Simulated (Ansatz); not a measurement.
The calculation's input:

```
crystal:
  lattice:
    - [0.0, -3.1713456453, 0.0]
    - [0.0, 0.0, -3.1713456453]
    - [10.5140369359, 0.0, 0.0]
  atoms:
    - { symbol: Ti, position: [1.0, 0.0, 0.8294665513] }
    - { symbol: Ti, position: [1.0, 0.0, 0.226207182] }
    - { symbol: Ti, position: [1.0, 0.0, 0.5278368666] }
    - { symbol: Al, position: [0.5, 0.5, 0.0753923397] }
    - { symbol: Al, position: [0.5, 0.5, 0.3770220243] }
    - { symbol: Al, position: [0.5, 0.5, 0.678651709] }
basis:
  ecutwfc: 500
kpoints:
  mp_grid: { grid: [19, 19, 7] }
hamiltonian:
  xc: r2scan
scf:
  occupations: { method: gaussian, width: 0.15 }
output:
  forces: true
  stress: true
  eigenvalues: true
  write_density: true
  write_potential: true
  elf: true
  volumetric_format: npy
```

Run with:

```sh
ansatz run input.yaml --threads 2 --pin off --max-ram 5120MiB --backend cpu --events-out ev --progress --plain --runs-dir out
```

Below, planes, directions and counts refer to the conventional cell (a = 3.17 Å, b = 3.17 Å, c = 10.51 Å, α = 90.00°, β = 90.00°, γ = 90.00°).

Space group P4mm; a structure from a database of computed crystals, not necessarily the ambient phase; not relaxed (largest force 1.2 eV/Å); computed pressure about −5 GPa in this cell; computed without spin polarisation.

Method: DFT r2SCAN, scalar-relativistic, plane waves, PAW (Ansatz).

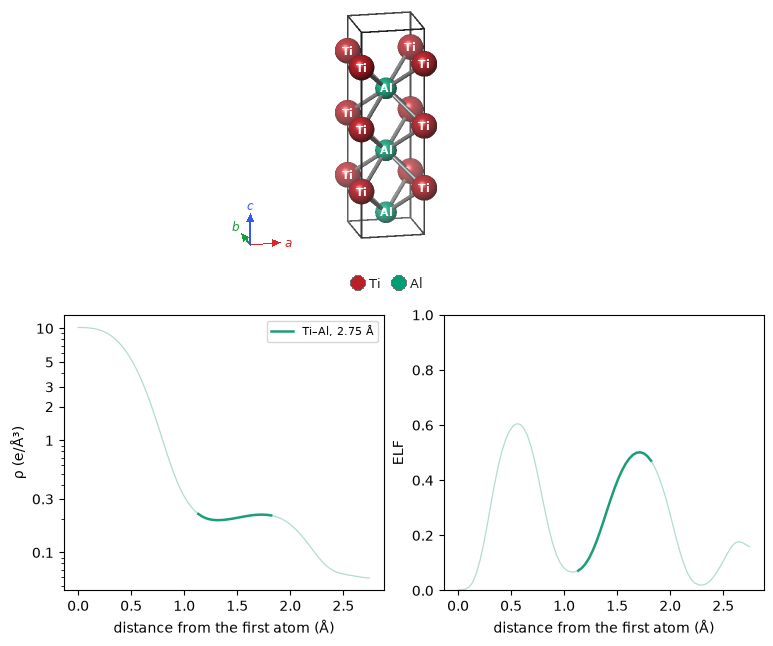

TiAl. Valence pseudo-density and electron localisation function along straight lines between neighbouring atoms. Thin, pale parts lie inside the atomic spheres. The structure is drawn too.

The density is the valence pseudo-density of a PAW calculation; it isn't the true density close to the nuclei.

### What can be read from the curves?

Ti–Al (2.75 Å): ρ at the midpoint is about 0.2 e/Å³; the ELF is about 0.25 at the midpoint (no shared electron pair shows on this line).
